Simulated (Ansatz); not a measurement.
**Geometry relaxation, with input and output: CO$_{2}$ (part 2 of 2)**

The same run, continued: CO$_{2}$ (6 atoms in the cell); DFT PBE, scalar-relativistic, plane waves, PAW, no spin polarisation (Ansatz 0.2.0); cutoff 420 eV, 8×8×8 k-mesh, Gaussian smearing of 0.02 eV. The structure derives from an entry of the Crystallography Open Database.

Geometry of the input (Å; fractional positions):
```
-2.0021  2.0021  3.0209
2.0021  -2.0021  3.0209
2.0021  2.0021  -3.0209
C  0.0000  0.0000  0.0000
C  0.7500  0.2500  0.5000
O  0.3750  0.2893  0.4143
O  0.7107  0.1250  0.0857
O  0.8750  0.9607  0.5857
O  0.0393  0.6250  0.9143
```

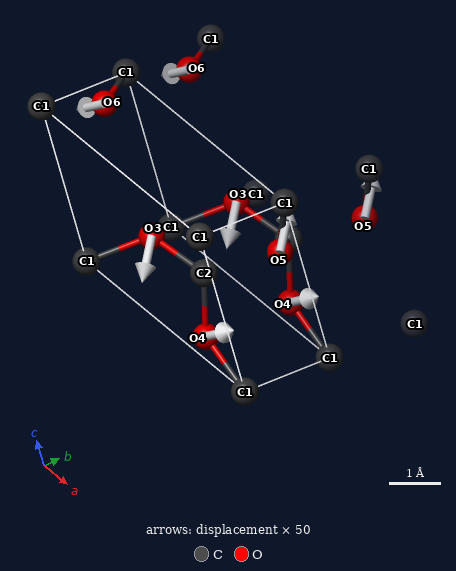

Figure 1. The starting structure with the displacements (without the part carried along by the change of the cell) as white arrows, magnified 50 times (ball-and-stick view of the cell of the calculation, repeated 1 × 2 × 1, seen slightly off an axis). The largest moves relative to the cell, 0.020 Å, are those of O3, O4, O5 and O6. C stays in place. The drawn cell changes at constant volume: a = b = c 4.140 → 4.133 Å (−0.2 %), α 122.2° → 121.9°, β 122.2° → 121.9°, γ 86.3° → 86.8°. Distances before and after: C1–O3 1.416 → 1.408 Å. The space group stays I-42d (No. 122). After 3 geometry steps the energy has fallen by 14.9 meV per cell of the calculation. Largest force component: 0.39 eV/Å at the start, 0.0012 eV/Å at the end. The pressure goes from −7.17 to −3.91 GPa. A last SCF at the same geometry on a re-selected plane-wave basis shifts the energy by +0.1 meV per cell of the calculation. (Atoms are counted from 1 in the order of the input.)

```
basis re-selected at this cell: Δ(F+E_penalty+E_count) = +7.238e-5 eV, ΔP = -0.005 GPa vs the last step (what re-selecting the basis moved, of the pressure what is left beyond the Pulay correction that the steps carried, after the strain that the cell walked since its last selection, with what the two solves' SCF thresholds leave and, on support functions, any second-order correction that the steps lacked; it is no measure of the basis error at this ecutwfc). This SCF's stress stands 1.59e-2 GPa from its target on what of the cell is left free (relax.cell.stress_tol is 1.00e-1 GPa) and its largest allowed force component is 1.21e-3 eV/Å (relax.f_tol is 1.00e-2 eV/Å): within both
SCF converged after 4 iterations
Free energy (F): -2766.887567 eV
Harris-Foulkes:  -2766.887567 eV  (|F-HF|=3.43e-10)
Internal energy: -2766.887567 eV  (E = F + TS)
E sigma→0 (E₀):  -2766.887567 eV
Fermi energy:    8.399647 eV
--- Per-component energies (eV) ---
  E_band       = -126.217782
  E_kinetic    = 879.477303
  E_local      = -1818.169690  (includes V_loc(G=0)·N_el)
  E_nonlocal   = 243.840411
  E_hartree    = 607.999587
  E_xc         = -387.005240
  E_vxc        = -490.461853  (∫ρ·V_xc dr)
  E_paw        = -831.375350  (= ΣΔE_a)
  E_vpaw       = -156.912961  (= ΣTr[D̂ρ^β])
  E_aug_tail   = 0.010066  (compensation charges beyond the density's cutoff)
  E_ewald      = -1461.664653
  E_smearing   = -0.000000  (= −TS)
  E_closure    = 0.000000  (closes the sum)
  Σ components = -2766.887567   (vs F -2766.887567, Δ=0.00e0)
--- Forces (eV/Å), atoms counted from 1 ---
  atom   1  C     -0.00000000    -0.00000000     0.00000000
  atom   2  C     -0.00000000    -0.00000000     0.00000000
  atom   3  O     -0.00120779     0.00000000     0.00000000
  atom   4  O      0.00000000     0.00120779    -0.00000000
  atom   5  O      0.00120779    -0.00000000    -0.00000000
  atom   6  O      0.00000000    -0.00120779     0.00000000
  max |Σ_I F_I| component: 1.73e-16 eV/Å
--- Stress (GPa, compression-positive) ---
       -3.914766      -0.000000      -0.000000
       -0.000000      -3.914766       0.000000
       -0.000000       0.000000      -3.890888
  P = ⅓ Tr σ = -3.9068 GPa (-39.068 kbar)
--- Band table (eV; the first three rows and the last of 59) ---
  k-point 0: bands = ["-19.1527", "-14.2304", "-14.2304", "-13.5603", "-9.9426", "-4.9332", "-4.9332", "-3.6766", "0.2187", "1.1344", "2.2827", "3.4904", "3.4904", "3.6626", "3.6626", "4.1097", "12.2172", "13.3954", "13.6135", "13.6135", "16.6914", "16.8521"]
  k-point 1: bands = ["-19.0221", "-14.5914", "-14.2556", "-13.6373", "-9.5685", "-5.1284", "-4.7336", "-3.5157", "0.0744", "1.3625", "2.3677", "3.1550", "3.5498", "3.5558", "3.6250", "4.0070", "12.2977", "13.5183", "13.8023", "13.8256", "16.6768", "16.8021"]
  k-point 2: bands = ["-18.6393", "-15.4020", "-14.3045", "-13.8411", "-8.7129", "-5.5704", "-4.2139", "-3.1990", "-0.2141", "1.7776", "2.1479", "2.5349", "3.3762", "3.4240", "3.9116", "4.0159", "12.4727", "13.4498", "14.2547", "14.4015", "16.4907", "17.1900"]
  k-point 58: bands = ["-17.1911", "-17.1911", "-14.4809", "-14.4809", "-5.8975", "-5.8975", "-3.7126", "-3.7126", "1.4715", "1.4715", "1.4994", "1.4994", "1.7682", "1.7682", "4.5820", "4.5820", "13.4665", "13.4665", "14.9073", "14.9073", "15.9858", "15.9858"]
--- Relaxed structure (4 steps of the walk, 4 accepted, 1 SCFs on fresh bases) ---
  F+E_penalty+E_count = -2766.88756700 eV   max|allowed force component| = 1.208e-3 eV/Å   (the final SCF, on the basis selected at the relaxed cell)
  cell:  # Å, volume = 48.4360 Å³
    - [-2.0081998742639486, 2.0081998742639486, 3.002577162330829]
    - [2.0081998742639486, -2.0081998742639486, 3.002577162330829]
    - [2.0081998742639486, 2.0081998742639486, -3.002577162330829]
  atoms:
    - { symbol: C, position: [7.220377292696891e-20, 7.051149699896452e-23, 7.227428442396787e-20] }
    - { symbol: C, position: [0.75, 0.25, 0.49999999999999994] }
    - { symbol: O, position: [0.375, 0.2843320294007937, 0.4093320294007937] }
    - { symbol: O, position: [0.7156679705992063, 0.12499999999999997, 0.09066797059920637] }
    - { symbol: O, position: [0.8749999999999999, 0.9656679705992062, 0.5906679705992063] }
    - { symbol: O, position: [0.03433202940079373, 0.6249999999999999, 0.9093320294007936] }
```

## Trajectory as extended XYZ (Å, eV, eV/Å), 5 frames, from step=1 to step=5
```
6
Lattice="-2.0021 2.0021 3.0209 2.0021 -2.0021 3.0209 2.0021 2.0021 -3.0209" Properties=species:S:1:pos:R:3:forces:R:3 step=1 energy=-2766.87273 pressure_GPa=-7.17
C     0.0000    0.0000    0.0000    0.0000   0.0000   0.0000
C     0.0000    2.0021    1.5104    0.0000   0.0000   0.0000
O     0.6579    1.0011    0.7552   -0.3852   0.0000   0.0000
O    -1.0011    1.3442    2.2656    0.0000   0.3852   0.0000
O     1.3442    1.0011    3.7761    0.3852   0.0000   0.0000
O     3.0032    0.6579   -0.7552    0.0000  -0.3852   0.0000
6
Lattice="-2.0061 2.0061 3.0090 2.0061 -2.0061 3.0090 2.0061 2.0061 -3.0090" Properties=species:S:1:pos:R:3:forces:R:3 step=2 energy=-2766.88361 pressure_GPa=-5.62
C     0.0000    0.0000    0.0000    0.0000   0.0000   0.0000
C     0.0000    2.0061    1.5045    0.0000   0.0000   0.0000
O     0.6495    1.0030    0.7522   -0.2056   0.0000   0.0000
O    -1.0030    1.3566    2.2567    0.0000   0.2056   0.0000
O     1.3566    1.0030    3.7612    0.2056   0.0000   0.0000
O     3.0091    0.6495   -0.7522    0.0000  -0.2056   0.0000
6
Lattice="-2.0087 2.0087 3.0012 2.0087 -2.0087 3.0012 2.0087 2.0087 -3.0012" Properties=species:S:1:pos:R:3:forces:R:3 step=3 energy=-2766.88762 pressure_GPa=-3.91
C     0.0000    0.0000    0.0000    0.0000   0.0000   0.0000
C     0.0000    2.0087    1.5006    0.0000   0.0000   0.0000
O     0.6401    1.0043    0.7503   -0.0045   0.0000   0.0000
O    -1.0043    1.3686    2.2509    0.0000   0.0045   0.0000
O     1.3686    1.0043    3.7515    0.0045   0.0000   0.0000
O     3.0130    0.6401   -0.7503    0.0000  -0.0045   0.0000
6
Lattice="-2.0082 2.0082 3.0026 2.0082 -2.0082 3.0026 2.0082 2.0082 -3.0026" Properties=species:S:1:pos:R:3:forces:R:3 step=4 energy=-2766.88764 pressure_GPa=-3.90
C     0.0000    0.0000    0.0000    0.0000   0.0000   0.0000
C     0.0000    2.0082    1.5013    0.0000   0.0000   0.0000
O     0.6399    1.0041    0.7506   -0.0012   0.0000   0.0000
O    -1.0041    1.3683    2.2519    0.0000   0.0012   0.0000
O     1.3683    1.0041    3.7532    0.0012   0.0000   0.0000
O     3.0123    0.6399   -0.7506    0.0000  -0.0012   0.0000
6
Lattice="-2.0082 2.0082 3.0026 2.0082 -2.0082 3.0026 2.0082 2.0082 -3.0026" Properties=species:S:1:pos:R:3:forces:R:3 step=5 energy=-2766.88757 pressure_GPa=-3.91
C     0.0000    0.0000    0.0000    0.0000   0.0000   0.0000
C     0.0000    2.0082    1.5013    0.0000   0.0000   0.0000
O     0.6399    1.0041    0.7506   -0.0012   0.0000   0.0000
O    -1.0041    1.3683    2.2519    0.0000   0.0012   0.0000
O     1.3683    1.0041    3.7532    0.0012   0.0000   0.0000
O     3.0123    0.6399   -0.7506    0.0000  -0.0012   0.0000
```

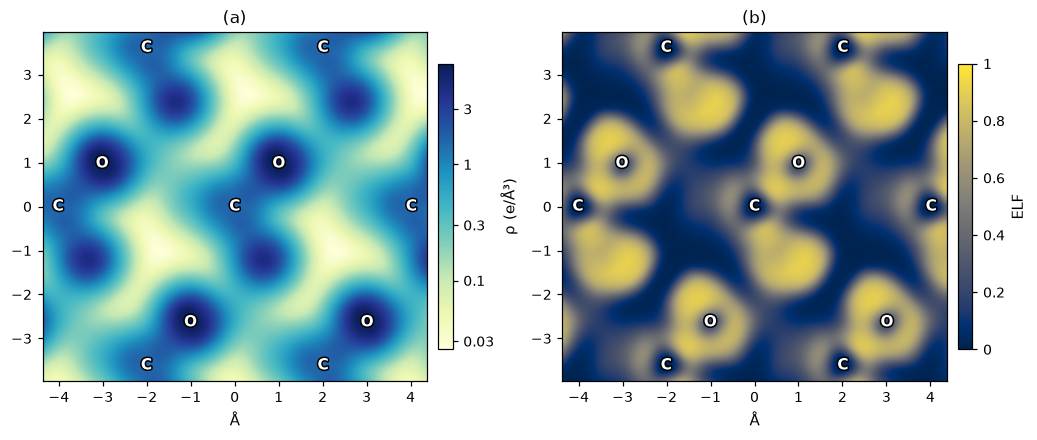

Figure 2. (a) valence charge density (pseudo); (b) electron localisation function on the (101̄) plane of the conventional cell. The section cuts through C and O sites. Away from the nuclei the density in this plane falls to 0.03 e/Å³ at its lowest. The fields are those of the smooth PAW valence density.

## Summary

| quantity | value |
| --- | --- |
| outcome | converged |
| space group (tolerance 0.01 Å) | I-42d (122) |
| electrons treated | 32 |
| free energy | −2766.8876 eV |
| Fermi energy | 8.400 eV |
| gap on the k-point mesh | 7.64 eV |
| pressure | −3.91 GPa |
| final volume | 48.44 Å³ |
| largest force (length of the vector) at the end | 0.001 eV/Å |
| final cell | a = 4.133 Å, b = 4.133 Å, c = 4.133 Å, α = 121.86°, β = 121.86°, γ = 86.81° |
| hardware | 2 threads of AMD EPYC (Zen 3), 64 GiB of memory available, shared host |
| wall time | 15 s (CPU time 30 s) |
| peak memory | 0.43 GiB |
